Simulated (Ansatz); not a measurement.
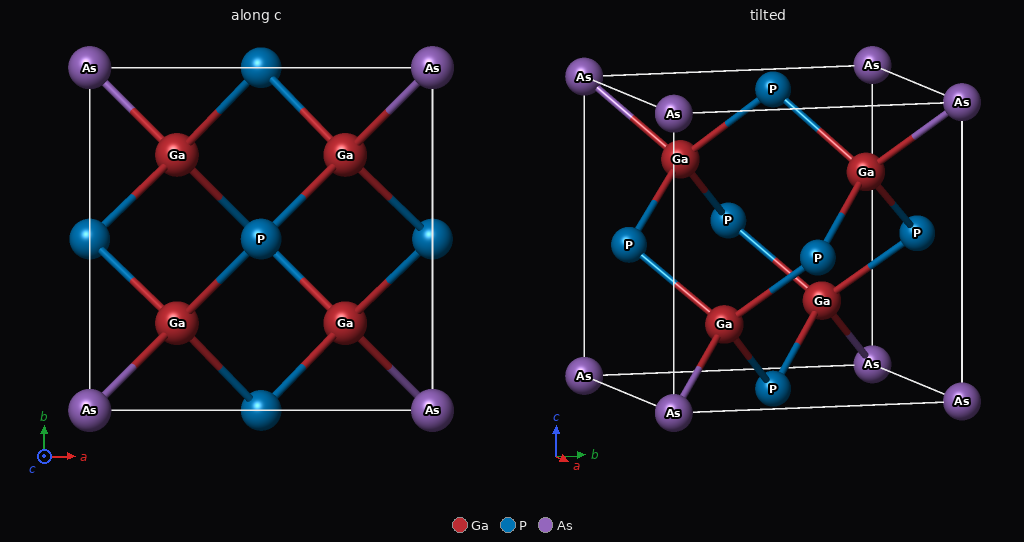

We look at a ball-and-stick model of the crystal along the c axis and slightly off an axis. Lines trace the edges of the conventional unit cell.

Ga4AsP3, space group P-43m (No. 215), a = 5.56 Å, b = 5.56 Å, c = 5.56 Å, α = 90.00°, β = 90.00°, γ = 90.00°.

The calculation used DFT PBE, scalar-relativistic, plane waves, PAW in Ansatz 0.2.0, with a basis cut at 420 eV, Brillouin-zone sampling on a 6×6×6 mesh, Gaussian smearing of 0.02 eV, no spin polarisation.

Does it come out as a metal, or with a gap?

A semiconductor at this level, with a gap of 1.16 eV on the k-mesh (the true edges may lie between mesh points, so the gap can be somewhat smaller).

Starting structure: a structure type filled with these elements by a generator (whether the compound takes this form wasn't checked). Earlier steps of the study, as a rule a relaxation of our own, may have changed the cell and positions, so they can lie some per cent off the listed ones. An electronic-structure calculation with Ansatz was run on it.
